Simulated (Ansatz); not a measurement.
The calculation's input:

```
crystal:
  lattice:
    - [0.0176795, 1.77678975, 1.77678975]
    - [1.77678975, 0.0176795, 1.77678975]
    - [1.77678975, 1.77678975, 0.0176795]
  atoms:
    - { symbol: Ni, position: [0.0, 0.0, 0.0], spin: 1.5 }
magnetization:
  spin_polarized: true
kpoints:
  mp_grid: { grid: [20, 20, 20] }
scf:
  occupations: { method: fermi_dirac, width: 0.05 }
hamiltonian:
  xc: lda
  pseudopotentials: { kind: paw }
output:
  forces: true
  stress: true
  eigenvalues: true
  efg: { contact_densities: true }
  write_density: true
  write_potential: true
  elf: true
  volumetric_format: npy
```

Launched as:

```sh
ansatz run input.yaml --threads 1 --pin off --max-ram 3072MiB --backend cpu --events-out ev --progress --plain --runs-dir out
```

Below, planes, directions and counts refer to the conventional cell (a = 2.49 Å, b = 2.49 Å, c = 6.19 Å, α = 90.00°, β = 90.00°, γ = 120.00°).

Space group R-3m; changed on purpose from its base cell (equal xy, yz and zx shear strains of +1 %, PAW files); computed pressure about −19 GPa in this cell; spin-polarised.

These are results of DFT, LDA, PAW with Ansatz's default frozen-core files, scalar-relativistic in Ansatz, not measurements.

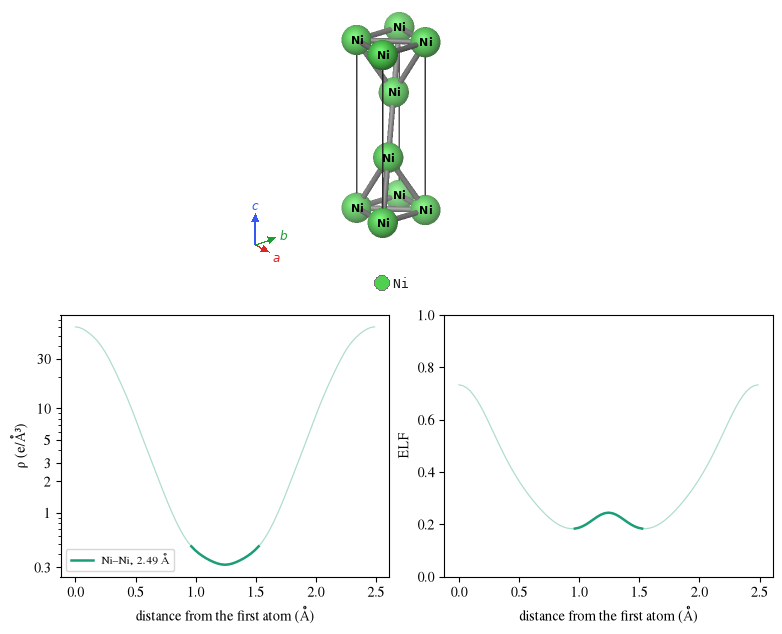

Ni. Valence charge density (pseudo) and electron localisation function along straight lines between neighbouring atoms. Thin, pale parts lie inside the atomic spheres. The structure is drawn too.

In a PAW calculation such maps are meaningful between the atoms, not at the nuclei.

What can be read from the curves?

Answer. Ni–Ni (2.49 Å): ρ is about 0.32 e/Å³ halfway; the ELF is about 0.25 at the midpoint (no localised pair shows between them).
